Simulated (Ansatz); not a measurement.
# Single-point calculation of TaN (part 1 of 3)

- system: TaN (F-43m, 2 atoms in the cell)
- method: DFT r2SCAN+U+J, scalar-relativistic, plane waves, PAW, U = 4 eV, J = 0.9 eV on Ta atom 1 d, spin-polarised (Ansatz 0.2.0)

The structure was built on a prototype by a generator; it need not be a known phase. It belongs to a series of runs on one base structure; here: natural orbitals of the symmetric run, filled by rank. Figures and captions count atoms from 1; the log counts them from 0 in places.

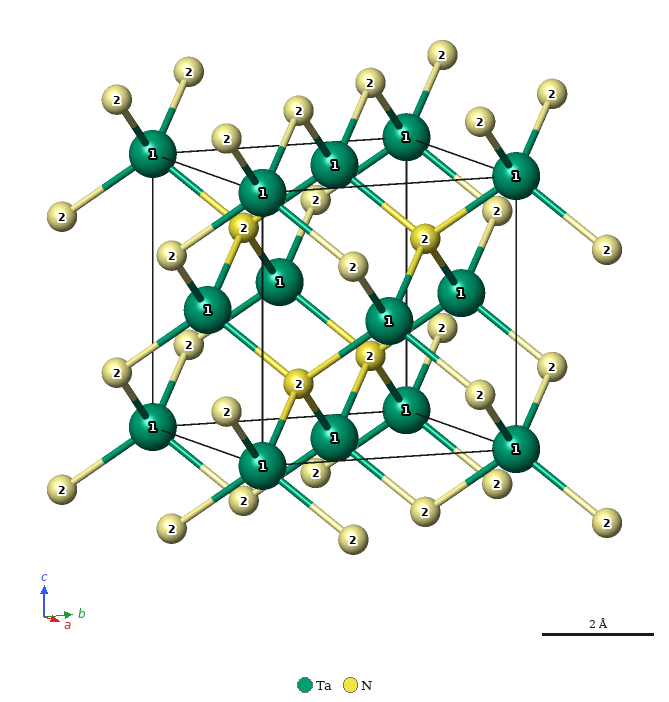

The structure as given in the input (ball-and-stick view of the cell 4 times as large as that of the calculation, set on its symmetry axes, seen slightly off an axis; neighbours outside the cell are drawn fainter; atoms are numbered from 1 in the order of the input). Near neighbours in the crystal (not all of them lie inside the picture): Ta has 4 N at 2.16 Å; N has 4 Ta at 2.16 Å.

Summary:

```tsv
quantity	value
outcome	converged
space group (tolerance 0.01 Å)	F-43m (216)
electrons treated	18
free energy	−10326.9669 eV
Fermi energy	13.789 eV
gap on the k-point mesh	none (metallic)
net moment of the cell	0.85 μB
integrated absolute moment	0.94 μB
pressure	−18.36 GPa
largest force (length of the vector)	under 0.001 eV/Å
hardware	2 threads of Arm Neoverse N1, 16 GiB of memory available, shared host
wall time	79 s (CPU time 2.6 min)
peak memory	0.48 GiB
```

The program warns: the typed occupations were not kept; the occupation matrices lower the symmetry. Spin–orbit coupling is left out, which matters for Ta. The cell is under a tension of 18.4 GPa at this level, so it is not at its equilibrium volume.

The input:
```yaml
crystal:
  lattice:
    - [0.0, 2.49114377, 2.49114377]
    - [2.49114377, 0.0, 2.49114377]
    - [2.49114377, 2.49114377, 0.0]
  atoms:
    - { symbol: Ta, position: [0.0, 0.0, 0.0], spin: 2.0 }
    - { symbol: "N", position: [0.25, 0.25, 0.25] }
basis:
  ecutwfc: 500
  ecutrho_ratio: 4
kpoints:
  mp_grid: { grid: [7, 7, 7] }
hamiltonian:
  xc: r2scan
  hubbard:
    sites:
      - { site: 0, l: d, u: 4.0, j: 0.9, starting_ns: [{ spin: up, occupation_matrix: s0up }, { spin: down, occupation_matrix: s0down }] }
    occupation_matrices:
      s0up:
        matrix:
          - [0.02, 0.0, 0.0, 0.0, 0.0]
          - [0.0, 0.02, 0.0, 0.0, 0.0]
          - [0.0, 0.0, 0.97, 0.0, 0.0]
          - [0.0, 0.0, 0.0, 0.02, 0.0]
          - [0.0, 0.0, 0.0, 0.0, 0.97]
      s0down:
        matrix:
          - [0.02, 0.0, 0.0, 0.0, 0.0]
          - [0.0, 0.02, 0.0, 0.0, 0.0]
          - [0.0, 0.0, 0.02, 0.0, 0.0]
          - [0.0, 0.0, 0.0, 0.02, 0.0]
          - [0.0, 0.0, 0.0, 0.0, 0.02]
    ns_hold: { iters: 10 }
scf:
  occupations: { method: gaussian, width: 0.05 }
  lower_state_search: "off"
  max_iter: 150
output:
  forces: true
  stress: true
  eigenvalues: true
  populations: true
  hubbard: { sites: [{ site: 0, l: d }] }
  write_density: true
  write_potential: true
  elf: true
  volumetric_format: npy
magnetization:
  spin_polarized: true
```

Launched with:
```bash
ansatz run input.yaml --threads 2 --pin off --max-ram 3072MiB --backend cpu --events-out ev --progress --plain --runs-dir out
```

What the program printed:
```
Warning: crystal.symmetry: narrowed to the stabiliser of the occupation matrices — unitary ops 24 → 8; lowered by the specified shell (site 0, l: d); largest admitted image defect 4.4e-16, smallest excluded 9.5e-1 — at a splitting's scale: the group the occupation matrices' own texture admits
Ta: projections on atomic orbitals take those of the free atom [Kr 4d10 4f14] 5s2 5p6 5d3 6s2, of charge +0.00 (hamiltonian.pseudopotentials.projection_atoms); the dataset's partial waves leave at most 6.0e-5 of an orbital's norm unspanned inside its sphere
N: projections on atomic orbitals take those of the free atom [He] 2s2 2p3, of charge +0.00 (hamiltonian.pseudopotentials.projection_atoms); the dataset's partial waves leave at most 9.3e-9 of an orbital's norm unspanned inside its sphere
Engine: ansatz 0.2.0, aarch64-unknown-linux-gnu
Pseudopotentials: kind: paw
Pseudopotential: Ta, paw, valence charge 13, recommended cutoff 500 eV (meta_gga), Ta.paw.azcp
Pseudopotential: N, paw, valence charge 5, recommended cutoff 500 eV (meta_gga), N.paw.azcp
Functional definition: r2SCAN
  parameter k0 = 0.174
  parameter k1 = 0.065
  parameter a1 = 4.9479
  exchange = r2scan_x(k0 = k0, k1 = k1, a1 = a1)
  correlation = r2scan_c
Crystal: 2 atoms, lattice volume = 30.919 Å³
Basis set: ecut = 500 eV, 749 PW (Γ), exchange–correlation on 108×108×108 points (64 copies of the dense FFT grid, shifted against one another)
Bands: 14, of which v1, the nominal top of the filled ones, is band 9 counted from 1 (8 counted from 0)
Symmetry: 8 space group operations
k-points: 40 of 343 (time reversal used)
Non-local potential: Ta, projectors of the file, l = 0: 3, l = 1: 2, l = 2: 2, l = 3: 1
Non-local potential: N, projectors of the file, l = 0: 2, l = 1: 2, l = 2: 1
PAW form: soft (Blöchl's): semilocal exchange-correlation on the pseudo side does not see the compensation charge
PAW frozen core: Ta, regenerated for the run's functional (the file was generated under x = pbe(κ = 0.804, μ = 0.2195149727645171), c = pbe(β = 0.06672455060314922))
PAW frozen core: N, regenerated for the run's functional (the file was generated under x = pbe(κ = 0.804, μ = 0.2195149727645171), c = pbe(β = 0.06672455060314922))
PAW one-centre angular grid: Ta, 590 points (default); XC on 160 Gauss nodes
PAW one-centre angular grid: N, 302 points (default); XC on 160 Gauss nodes
Initial density: superposition of atomic densities (chi_scale 0.1, normalization cell, long waves kept (reshape's long-wave potential 0.00 eV rms))
Starting moments: Σ|m| = 2 μB on 1 of 2 sites
Initial wavefunctions: pseudopotential atomic-orbital guess
Functional: x = r2scan, c = r2scan; τ floored in thin density (d = 2e-4 eV/Å³)
```
